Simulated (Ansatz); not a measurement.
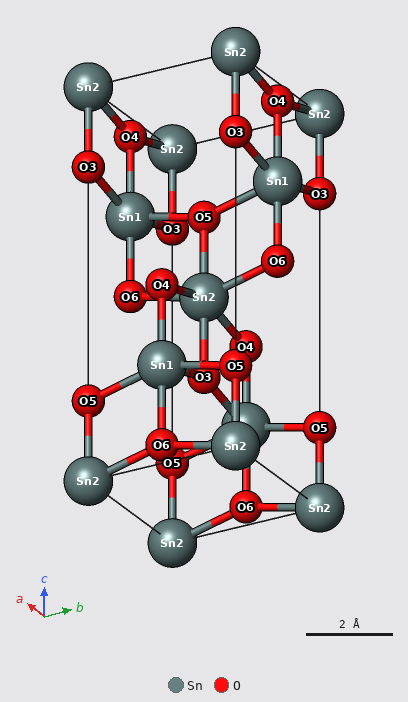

**Figure 1.** The structure as given in the input (ball-and-stick view of the cell 2 times as large as that of the calculation, set on its symmetry axes, seen at an oblique angle; atoms are numbered from 1 in the order of the input). An atom can appear more than once, as a periodic image.

# Band-structure calculation of SnO₂

SnO₂ (6 atoms in the cell), computed with DFT LDA, scalar-relativistic, plane waves, PAW, no spin polarisation (Ansatz 0.2.0).

The structure derives from a Materials Project entry. Figures and captions count atoms from 1; the log counts them from 0 in places.

Input file:
```yaml
crystal:
  lattice:
    - [-1.986113037, 1.986113037, 5.0901677921]
    - [1.986113037, -1.986113037, 5.0901677921]
    - [1.986113037, 1.986113037, -5.0901677921]
  atoms:
    - { symbol: Sn, position: [0.75, 0.25, 0.5] }
    - { symbol: Sn, position: [0.0, 0.0, 0.0] }
    - { symbol: O, position: [0.7969975833, 0.7969975833, 0.0] }
    - { symbol: O, position: [0.9530024167, 0.4530024167, 0.5] }
    - { symbol: O, position: [0.2030024167, 0.2030024167, 0.0] }
    - { symbol: O, position: [0.5469975833, 0.0469975833, 0.5] }
basis:
  ecutwfc: 420
kpoints:
  mp_grid: { grid: [10, 10, 10] }
  band_path:
    path:
      - [[0.0, 0.0, 0.0], [0.0, 0.0, 0.5], [0.25, 0.25, 0.25], [0.0, 0.5, 0.0], [0.0, 0.0, 0.0], [0.5, 0.5, -0.5], [0.28806131, 0.71193869, -0.28806131]]
      - [[-0.28806131, 0.28806131, 0.28806131], [0.0, 0.0, 0.0]]
      - [[0.0, 0.0, 0.5], [-0.07612262, 0.07612262, 0.5]]
      - [[0.5, 0.5, -0.07612262], [0.5, 0.5, -0.5]]
    npoints: 14
hamiltonian:
  xc: lda
scf:
  occupations: { method: gaussian, width: 0.02 }
  n_extra_bands: 15
output:
  forces: true
  stress: true
  eigenvalues: true
  populations: true
  dos: { projected: true, de: 0.02, nscf_kmesh: { grid: [15, 15, 15] } }
  bader: true
  write_density: true
  write_potential: true
  elf: true
  volumetric_format: npy
```

Launch command:
```bash
ansatz run input.yaml --threads 1 --pin off --max-ram 2560MiB --backend cpu --events-out ev --progress --plain --runs-dir out
```

What the program printed:
```
scf.n_extra_bands = 15 over 26 filled bands (N_el = 52.0): the run solves 41 bands
Engine: ansatz 0.2.0, x86_64-unknown-linux-gnu
Pseudopotentials: kind: paw
Pseudopotential: Sn, paw, valence charge 14, recommended cutoff 420 eV (normal), Sn.paw.azcp
Pseudopotential: O, paw, valence charge 6, recommended cutoff 420 eV (normal), O.paw.azcp
Functional definition: SPW92
  exchange = slater_x
  correlation = pw_c
Crystal: 6 atoms, lattice volume = 80.316 Å³
Basis set: ecut = 420 eV, 1589 PW (Γ)
Bands: 41, of which v1, the nominal top of the filled ones, is band 26 counted from 1 (25 counted from 0)
Symmetry: 16 space group operations
Space group: I41/amd (ITA 141), of the structure as read, at distance tolerance 4.3e-5 Å
k-points: 102 of 1000
Non-local potential: Sn, projectors of the file, l = 0: 2, l = 1: 2, l = 2: 2, l = 3: 2
Non-local potential: O, projectors of the file, l = 0: 2, l = 1: 2, l = 2: 1
PAW form: soft (Blöchl's): semilocal exchange-correlation on the pseudo side does not see the compensation charge
PAW frozen core: Sn, regenerated for the run's functional, and the local potential with it (the file was generated under x = pbe(κ = 0.804, μ = 0.2195149727645171), c = pbe(β = 0.06672455060314922))
PAW frozen core: O, regenerated for the run's functional, and the local potential with it (the file was generated under x = pbe(κ = 0.804, μ = 0.2195149727645171), c = pbe(β = 0.06672455060314922))
PAW one-centre angular grid: Sn, 590 points (default); XC on 64 Gauss nodes
PAW one-centre angular grid: O, 110 points (default); XC on 64 Gauss nodes
Initial density: superposition of atomic densities (neutral atoms: chi_scale 0, normalization atom), corrected by the library's trained network
Initial wavefunctions: pseudopotential atomic-orbital guess
Functional: x = slater, c = lda
SCF iter   1: F=—  HF=-13979.874390 eV  |F-HF|=—  |Δ(HF+E_count)|=         —  Δρ=1.62e-2  dr2=1.78e-1  ethr=1.77e-3  ⟨swp⟩=6.0  Hψ=18842  notcnv=0  defer=340
preconditioner: auto → Resta (q_TF=auto, 2.538 Å⁻¹)  ε∞=2.7  [insulator: Δε(μ)=1.589 eV  Ē_g=22.764 eV  σ=0.020 eV  W_gap=1.00  n_scr=24 (ndim 8)  ℏωp=29.9 eV  f_vac=0.138  D(μ)=0.00/eV (n_scr^D=0)  ε∞_Penn≈2.7]
SCF iter   2: F=—  HF=-13979.823313 eV  |F-HF|=—  |Δ(HF+E_count)|=   5.11e-2  Δρ=4.54e-3  dr2=6.01e-3  ethr=3.43e-4  ⟨swp⟩=2.3  Hψ=6481  notcnv=0  defer=980
SCF iter   3: F=—  HF=-13979.820954 eV  |F-HF|=—  |Δ(HF+E_count)|=   2.36e-3  Δρ=1.81e-3  dr2=1.58e-3  ethr=1.16e-5  ⟨swp⟩=2.0  Hψ=6123  notcnv=0  defer=983
SCF iter   4: F=—  HF=-13979.820454 eV  |F-HF|=—  |Δ(HF+E_count)|=   5.00e-4  Δρ=3.28e-4  dr2=6.94e-5  ethr=3.03e-6  ⟨swp⟩=2.0  Hψ=5807  notcnv=0  defer=983
SCF iter   5: F=—  HF=-13979.820452 eV  |F-HF|=—  |Δ(HF+E_count)|=   2.19e-6  Δρ=6.10e-5  dr2=3.21e-6  ethr=1.33e-7  ⟨swp⟩=1.6  Hψ=3956  notcnv=0  defer=983
SCF iter   6: F=—  HF=-13979.820453 eV  |F-HF|=—  |Δ(HF+E_count)|=   1.26e-6  Δρ=1.22e-5  dr2=1.04e-7  ethr=6.17e-9  ⟨swp⟩=2.6  Hψ=4690  notcnv=0  defer=983
SCF iter   7: F=-13979.820453 eV  HF=-13979.820453 eV  |F-HF|=6.22e-10  |Δ(HF+E_count)|=   5.40e-9  Δρ=1.58e-6  dr2=2.10e-9  ethr=1.92e-10  ⟨swp⟩=16.7  Hψ=31874  notcnv=0
SCF 1 converged in 7 iterations: F = -13979.820453 eV  dr2 = 2.10e-9
  greatest PAW one-centre occupation: 0.997 electrons in one spin orbital (limit 2), on the Sn atom at site 1 (counted from 0), in its partial waves of l = 2
```

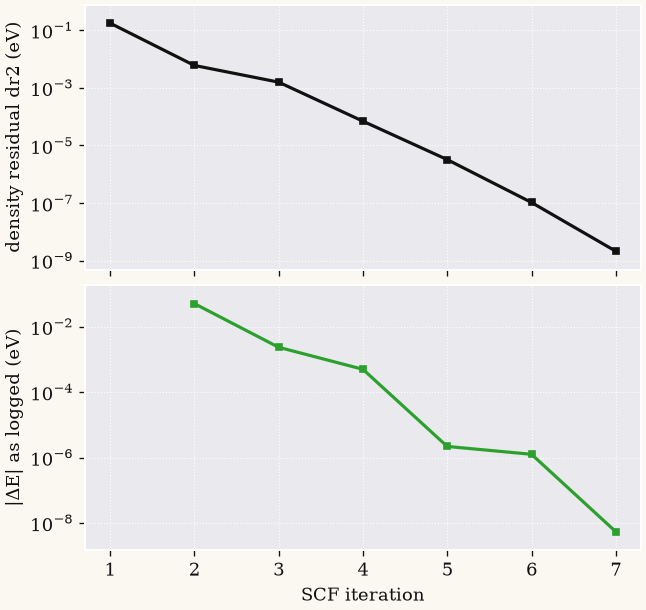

**Figure 2.** Convergence of the self-consistent field: density residual dr2 and size of the energy change against the SCF iteration. The residual falls at every step.

```
NSCF: frozen V_eff on 130 k-points
NSCF: frozen V_eff on 288 k-points
SCF converged after 7 iterations
Free energy (F): -13979.820453 eV
Harris-Foulkes:  -13979.820453 eV  (|F-HF|=6.22e-10)
Internal energy: -13979.820453 eV  (E = F + TS)
E sigma→0 (E₀):  -13979.820453 eV
Fermi energy:    7.750992 eV
--- Per-component energies (eV) ---
  E_band       = -223.510008
  E_kinetic    = 1080.956799
  E_local      = -3538.337379  (includes V_loc(G=0)·N_el)
  E_nonlocal   = 151.054386
  E_hartree    = 1770.607397
  E_xc         = -1041.505536
  E_vxc        = -563.767227  (∫ρ·V_xc dr)
  E_paw        = -8602.620096  (= ΣΔE_a)
  E_vpaw       = -894.642353  (= ΣTr[D̂ρ^β])
  E_aug_tail   = 0.010068  (compensation charges beyond the density's cutoff)
  E_ewald      = -3801.223575
  E_core_change = 1.237482  (= ΣΔE_core)
  E_smearing   = -0.000000  (= −TS)
  E_closure    = 0.000000  (closes the sum)
  Σ components = -13979.820453   (vs F -13979.820453, Δ=0.00e0)
--- Forces (eV/Å), atoms counted from 1 ---
  atom   1  Sn    -0.00000000     0.00000000     0.00000000
  atom   2  Sn     0.00000000     0.00000000     0.00000000
  atom   3  O     -0.00000000     0.00000000    -0.00060882
  atom   4  O      0.00000000    -0.00000000     0.00060882
  atom   5  O      0.00000000     0.00000000     0.00060882
  atom   6  O      0.00000000    -0.00000000    -0.00060882
  max |Σ_I F_I| component: 3.47e-18 eV/Å
--- Stress (GPa, compression-positive) ---
       -0.016332       0.000000       0.000000
        0.000000      -0.016332      -0.000000
        0.000000       0.000000      -0.010025
  P = ⅓ Tr σ = -0.0142 GPa (-0.142 kbar)
--- Band table (eV; the first three rows and the last of 102) ---
  k-point 0: bands = ["-13.4184", "-13.3927", "-13.2461", "-12.6810", "-12.5572", "-12.5572", "-12.3952", "-12.3830", "-12.3830", "-12.3479", "-11.4321", "-8.5792", "-7.8228", "-7.5449", "1.7995", "2.0157", "2.0157", "2.7080", "3.3578", "3.3578", "5.2062", "5.8127", "6.2075", "6.2075", "6.4904", "6.4904", "8.6180", "12.5395", "15.9985", "16.5868", "16.6451", "18.5134", "18.5134", "19.1378", "19.2116", "19.2116", "20.8820", "21.8078", "21.9083", "21.9083", "24.7566"]
  k-point 1: bands = ["-13.3984", "-13.3468", "-13.2024", "-12.7090", "-12.5599", "-12.5494", "-12.3972", "-12.3971", "-12.3887", "-12.3495", "-11.2975", "-8.6667", "-7.8479", "-7.7216", "0.7436", "2.2881", "2.3634", "2.8753", "3.1123", "3.9941", "5.4262", "5.6925", "5.8177", "6.2353", "6.3368", "6.5479", "9.2828", "12.6070", "16.2072", "16.6078", "16.6424", "17.8575", "18.4606", "18.5696", "18.6659", "19.6025", "20.6916", "22.2820", "22.3153", "22.6600", "24.7190"]
  k-point 2: bands = ["-13.3438", "-13.2175", "-13.0782", "-12.7862", "-12.5683", "-12.5274", "-12.4104", "-12.4045", "-12.4018", "-12.3568", "-10.9356", "-8.9010", "-8.1711", "-7.9445", "-0.2286", "1.8858", "2.1578", "3.0056", "4.2078", "4.9962", "5.0677", "5.3688", "5.9240", "5.9322", "6.3083", "6.6789", "10.5760", "12.8531", "16.4421", "16.5570", "16.6321", "16.8430", "17.7153", "18.1046", "18.5500", "18.9145", "21.8272", "22.5937", "23.3381", "23.6654", "24.2384"]
  k-point 101: bands = ["-13.5824", "-13.5824", "-12.7451", "-12.7451", "-12.6026", "-12.6026", "-12.3716", "-12.3716", "-12.3331", "-12.3331", "-10.5206", "-10.5206", "-7.2196", "-7.2196", "1.6090", "1.6090", "3.2436", "3.2436", "4.0513", "4.0513", "4.0814", "4.0814", "5.8399", "5.8399", "6.5985", "6.5985", "11.2577", "11.2577", "14.3439", "14.3439", "18.8646", "18.8646", "19.0800", "19.0800", "20.2833", "20.2833", "20.4392", "20.4392", "21.9473", "21.9473", "23.4691"]
--- Löwdin populations: 6 sites ---
  site symbol       q [e]
     0     Sn     12.2882
     1     Sn     12.2882
     2      O      6.7857
     3      O      6.7857
     4      O      6.7857
     5      O      6.7857
  spilling = 0.005405 (of n_electrons = 52.000000)
--- Bader charges: 6 sites ---
  site symbol  charge [e]  shift [e]
     0     Sn      2.4370     0.0163
     1     Sn      2.4370     0.0163
     2      O     -1.2185     0.0082
     3      O     -1.2185     0.0082
     4      O     -1.2185     0.0082
     5      O     -1.2185     0.0082
  estimated error of the sums over rays = 5.2e-4 e
```

File bader_charges.tsv:
```
# site	symbol	x_ang	y_ang	z_ang	partial_charge_e	electrons	volume_ang3	relative_density_drop	shared_charge_e	partial_wave_shift_e
# quadrature_error_electrons = 5.2e-4
0	Sn	0.0000	1.9861	2.5451	2.43696	47.56304	10.66	-	2.43696	0.01633
1	Sn	0.0000	0.0000	0.0000	2.43696	47.56304	10.66	-	2.43696	0.01633
2	O	0.0000	0.0000	8.1137	-1.21850	9.21850	14.75	-	-1.21850	0.00817
3	O	0.0000	1.9861	4.6117	-1.21850	9.21850	14.75	-	-1.21850	0.00817
4	O	0.0000	0.0000	2.0666	-1.21847	9.21847	14.75	-	-1.21847	0.00817
5	O	0.0000	1.9861	0.4785	-1.21846	9.21846	14.75	-	-1.21846	0.00817
```

File populations.tsv:
```
# site	symbol	l	j	q
# orbitals = lowdin
# n_electrons = 52.000000
# spilling = 0.005405
0	Sn	0_5S	-	0.876055
0	Sn	1_5P	-	1.420589
0	Sn	2_4D	-	9.991529
1	Sn	0_5S	-	0.876055
1	Sn	1_5P	-	1.420589
1	Sn	2_4D	-	9.991529
2	O	0_2S	-	1.713671
2	O	1_2P	-	5.071983
3	O	0_2S	-	1.713671
3	O	1_2P	-	5.071983
4	O	0_2S	-	1.713671
4	O	1_2P	-	5.071983
5	O	0_2S	-	1.713671
5	O	1_2P	-	5.071983
```

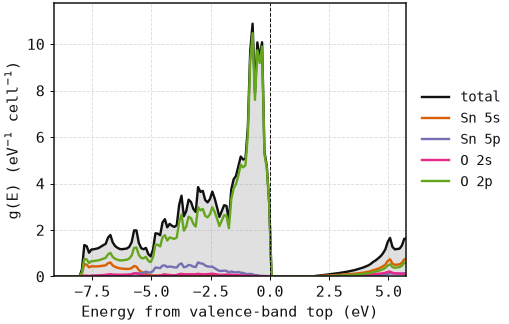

**Figure 3.** Density of states (projected on Löwdin-orthogonalised atomic shells), with energies from the valence-band top. There is a gap of 1.73 eV on the k-point mesh.

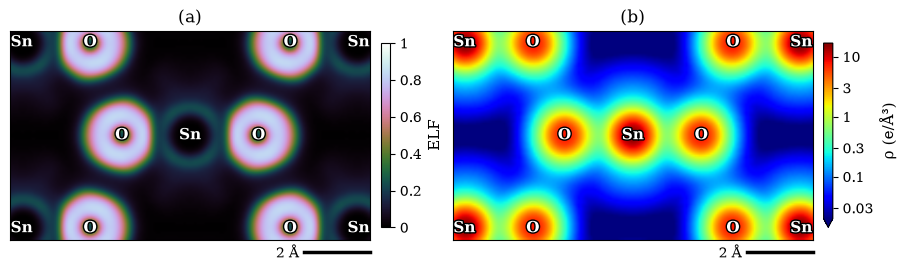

**Figure 4.** (a) ELF; (b) valence electron density on the (110) plane of the conventional cell. Atoms in the plane: Sn and O. Sn–O (2.07 Å): the density is about 0.67 e/Å³ at the midpoint; the ELF is about 0.25 at the midpoint. Away from the nuclei the density in this plane falls to 0.01 e/Å³ at its lowest. In a PAW calculation such maps are meaningful between the atoms, not at the nuclei.

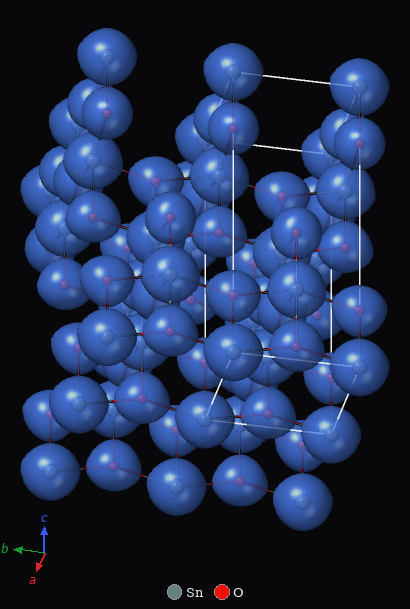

**Figure 5.** Isosurface of the valence charge density (pseudo) at 0.8 e/Å³ (blue), seen at an oblique angle. Sticks mark near contacts. The outline is the cell set on symmetry axes. At this value the density breaks into separate islands; it holds about 75 % of the electrons treated as valence (semicore included). It is pinched off along the Sn–O (2.04 Å) contacts. On the grid the lowest density along these lines, outside the cores, is 0.69 e/Å³ (Sn–O, 2.04 Å).

Key numbers:

| quantity | value |
| --- | --- |
| outcome | converged |
| space group (tolerance 0.01 Å) | I4₁/amd (141) |
| electrons treated | 52 |
| free energy | −13979.8205 eV |
| Fermi energy | 7.751 eV |
| gap on the k-point mesh | 1.73 eV |
| gap on the band path | 1.73 eV |
| pressure | −0.01 GPa |
| largest force (length of the vector) | 0.001 eV/Å |
| hardware | 1 thread of Intel Xeon @ 2.50GHz (Skylake/Cascade Lake), 189 GiB of memory available, shared host |
| wall time | 4.1 min |
| peak memory | 0.77 GiB |
